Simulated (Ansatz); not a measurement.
```yaml
crystal:
  lattice:
    - [3.91012, 0.00000, 0.00000]
    - [0.00000, 3.91012, 0.00000]
    - [0.00000, 0.00000, 7.18168]
  atoms:
    - { symbol: Cu, position: [0.00000, 0.00000, 0.00000] }
    - { symbol: Cu, position: [0.50000, 0.50000, 0.50000] }
    - { symbol: Cu, position: [0.00000, 0.50000, 0.25000] }
    - { symbol: Cu, position: [0.50000, 0.00000, 0.75000] }
    - { symbol: Cu, position: [0.50000, 0.00000, 0.25000] }
    - { symbol: Cu, position: [0.00000, 0.50000, 0.75000] }
    - { symbol: O, position: [0.00000, 0.50000, 0.00000] }
    - { symbol: O, position: [0.50000, 0.00000, 0.50000] }
    - { symbol: O, position: [0.50000, 0.00000, 0.00000] }
    - { symbol: O, position: [0.00000, 0.50000, 0.50000] }
```

Space group I4/mmm; a structure from a database of computed crystals, not necessarily the ambient phase.

Method: Kohn-Sham DFT of a periodic cell, LDA, Ansatz PAW in Ansatz.

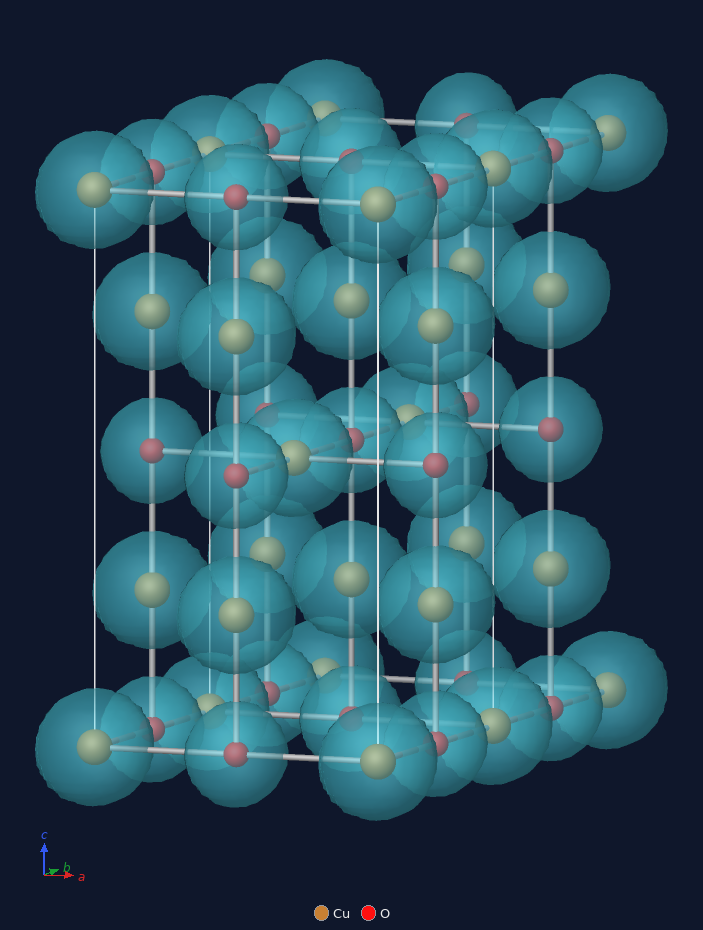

Cu$_{3}$O$_{2}$. Isosurface of the valence pseudo-density at 1.5 e/Å³ (cyan), seen slightly off an axis. Sticks mark near contacts.

In a PAW calculation such maps are meaningful between the atoms, not at the nuclei.

Which contacts does the surface bridge?

Answer. At this value the density breaks into separate islands; it holds about 80 % of the electrons treated as valence (semicore included). It bridges none of the near contacts. It is pinched off along the sampled Cu–O (1.80 Å) and Cu–O (1.96 Å) contacts. On the grid the lowest density along these lines, outside the cores, is 0.93 e/Å³ (Cu–O, 1.80 Å) and 0.64 e/Å³ (Cu–O, 1.96 Å).
